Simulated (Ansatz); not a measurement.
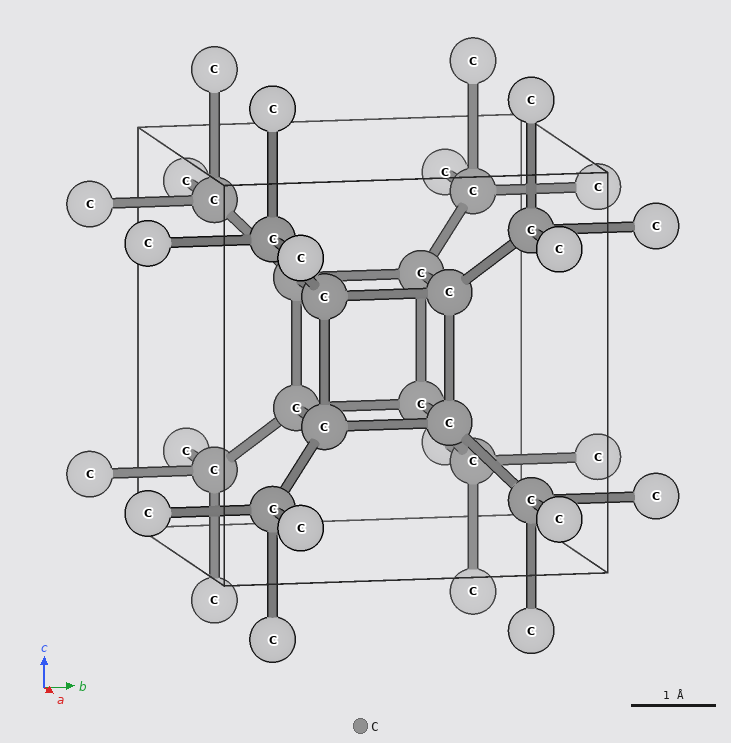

We look at a ball-and-stick model of the crystal slightly off an axis. Atoms at the boundary of the conventional unit cell (the box) are drawn once for each face, edge or corner they touch. Bonded atoms from the next cells complete the picture, in fainter colours.

What structure is drawn here?

The element is carbon. Its lattice is body-centred tetragonal, its space group I4/mmm (No. 139). The cell holds 16 atoms. Around each C lie four C at about 1.4 to 1.6 Å. The bonds build a three-dimensional framework.

It goes back to a structure listed in the Materials Project. The cell was then strained or its atoms displaced on purpose. It went into a calculation with Ansatz.

At this level of theory the cell isn't at rest (compressed, at 23 GPa), so its distances can differ from those at equilibrium, the more so the softer the solid.
